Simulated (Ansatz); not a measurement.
Consider this structure.

```yaml
crystal:
  lattice:
    - [4.46763, 0.00000, 0.00000]
    - [0.00000, 4.46763, 0.00000]
    - [0.00000, 0.00000, 4.46763]
  atoms:
    - { symbol: Al, position: [0.00000, 0.00000, 0.00000] }
    - { symbol: Ga, position: [0.00000, 0.50000, 0.50000] }
    - { symbol: Ga, position: [0.50000, 0.00000, 0.50000] }
    - { symbol: Ga, position: [0.50000, 0.50000, 0.00000] }
    - { symbol: N, position: [0.75503, 0.24497, 0.24497] }
    - { symbol: N, position: [0.24497, 0.75503, 0.24497] }
    - { symbol: N, position: [0.24497, 0.24497, 0.75503] }
    - { symbol: N, position: [0.75503, 0.75503, 0.75503] }
```

**Before looking at a picture, describe the arrangement of atoms.**

The stoichiometry is AlGa₃N₄. It takes space group P-43m (No. 215) on a primitive cubic lattice. The cell has 8 atoms, namely 1 Al, 3 Ga, 4 N. Al is surrounded by four N in a tetrahedral arrangement at 1.90 Å. Ga bonds to four N in a tetrahedral arrangement at 1.95 Å. N is coordinated by three Ga and one Al in a tetrahedral arrangement (1.95 Å to Ga, 1.90 Å to Al). The bonds build a three-dimensional framework.

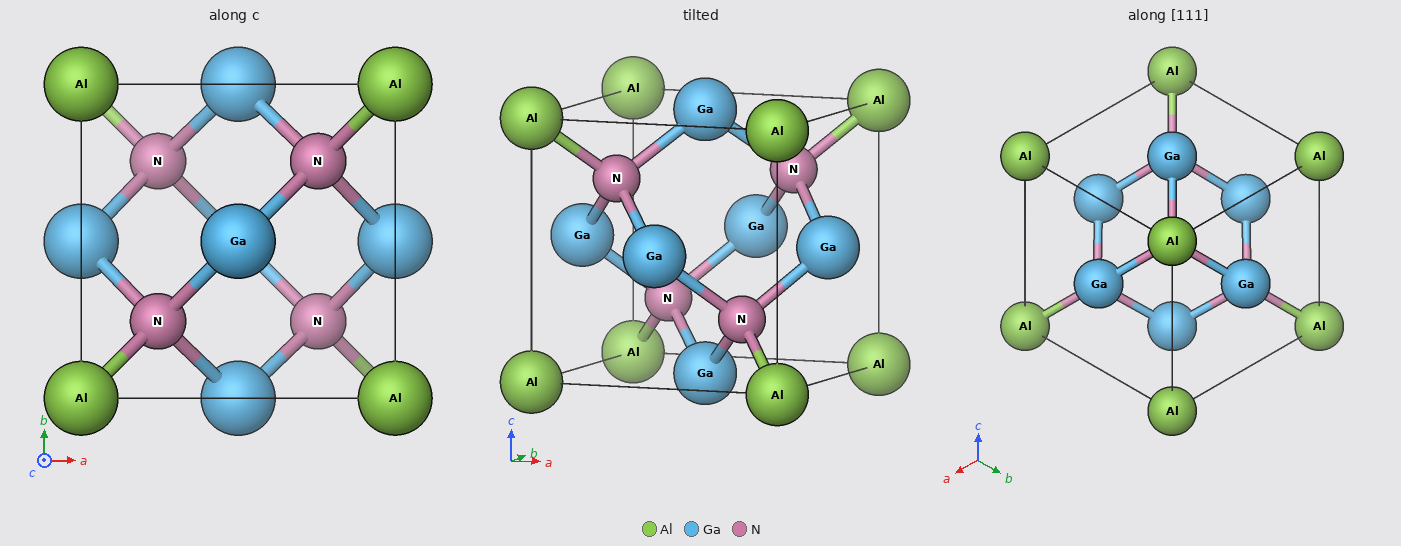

View along the c axis, slightly off an axis and along [111], drawn as a ball-and-stick model. The parallelepiped is the conventional unit cell. Colours: aluminium green, gallium blue, nitrogen pink.

The structure was taken from a structure listed in the Materials Project. Earlier steps of the study, as a rule a relaxation of our own, may have changed the cell and positions, so they can lie some per cent off the listed ones. Ansatz was used for an electronic-structure calculation on it.
